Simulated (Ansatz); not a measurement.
# C$_{6}$N (slab): what the fields show

Input

```
crystal:
  lattice:
    - [2.4649796689, 0.0, 0.0]
    - [-1.2324898345, 2.1347350131, 0.0]
    - [0.0, 0.0, 25.7384333923]
  atoms:
    - { symbol: C, position: [0.0, 0.0, 0.330245439] }
    - { symbol: C, position: [0.3333333333, 0.6666666667, 0.3302454299] }
    - { symbol: C, position: [0.0, 0.0, 0.4611476011] }
    - { symbol: C, position: [0.6666666667, 0.3333333333, 0.4611475919] }
    - { symbol: C, position: [0.0, 0.0, 0.5920497631] }
    - { symbol: C, position: [0.3333333333, 0.6666666667, 0.592049754] }
    - { symbol: "N", position: [0.6666666667, 0.3333333333, 0.6068136764] }
basis:
  ecutwfc: 420
kpoints:
  mp_grid: { grid: [12, 12, 1] }
hamiltonian:
  xc: pbe
  dispersion: d3bj
scf:
  occupations: { method: gaussian, width: 0.1 }
output:
  forces: true
  eigenvalues: true
  write_density: true
  write_potential: true
  elf: true
  volumetric_format: npy
relax:
  adjacent_minimum: "off"
  f_tol: 0.03
  max_steps: 70
  constraints: [{ sites: [0, 1] }]
efield:
  axis: 3
  dipole_correction: true
  ramp_width: 0.04
```

Launched as:

```sh
ansatz run input.yaml --threads 1 --pin off --max-ram 2560MiB --backend cpu --events-out ev --progress --plain --runs-dir out
```

The fields are those of the relaxed geometry.

Computed without spin polarisation.

Level of theory: Ansatz, DFT PBE+D3(BJ), scalar-relativistic, plane waves, PAW.

Core electrons are frozen (PAW), and the valence fields are smoothed inside the atomic spheres.

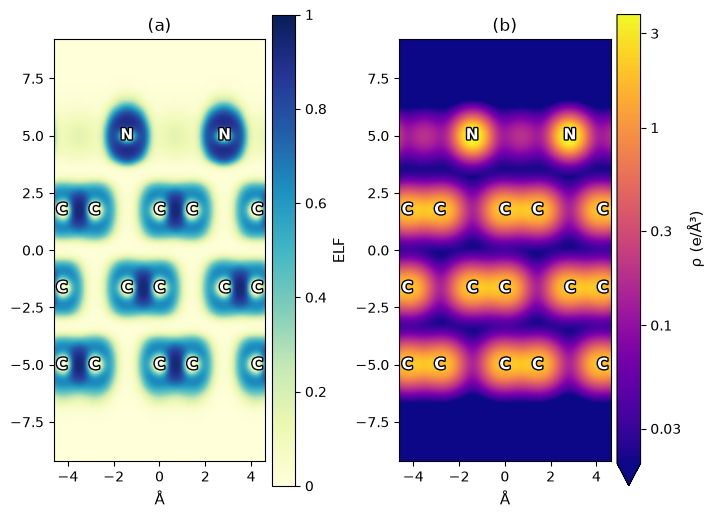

Figure 1. (a) ELF; (b) valence pseudo-density on the (110) plane of the calculation cell, a cut from vacuum to vacuum.

Q: What does the map show?

A: The plane passes through C and N nuclei. C–C (1.42 Å): ρ is about 2 e/Å³ halfway; the ELF peaks at about 0.95 between the atoms. The density dies away to nearly zero in the vacuum.

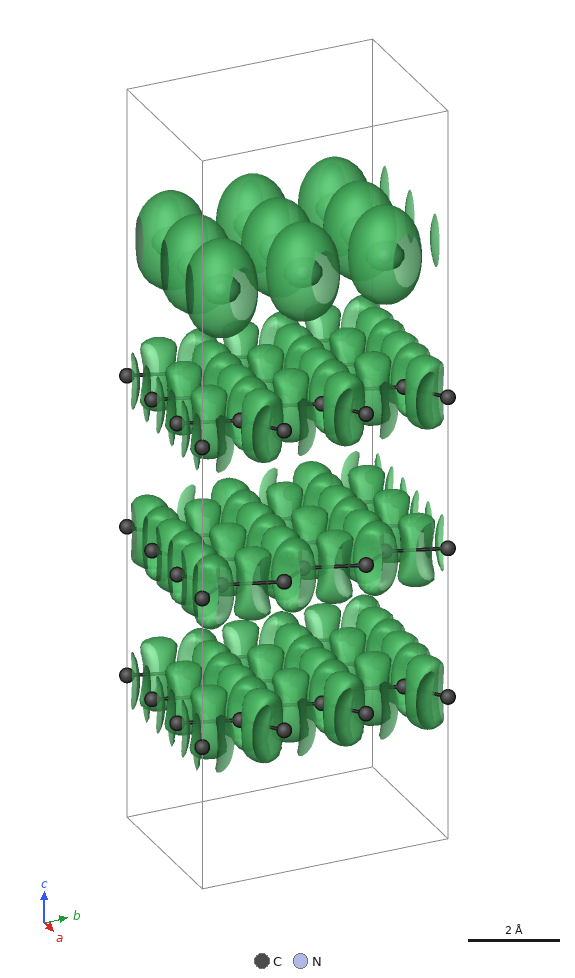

Figure 2. Isosurface of the electron localisation function at 0.7 (green), seen slightly off an axis. Only the valence region is drawn (cores and ρ < 0.01 e/Å³ removed). Sticks mark near contacts.

Q: What do the ELF domains correspond to?

A: At this value the surface marks out nine regions between bonded C–C atoms and one region wrapped around N (its valence shell), counted in one cell of 7 atoms. Counts are for one cell; the picture repeats the cell along the surface. Profiles from the grid: N–N (2.46 Å): the ELF peaks at about 0.80 in the valence shell of N, 0.6 Å from its nucleus, and drops to about 0.15 between the two atoms.

Q: Metal or insulator at this level of theory?

A: It is gapless in this calculation (a metal or semimetal).
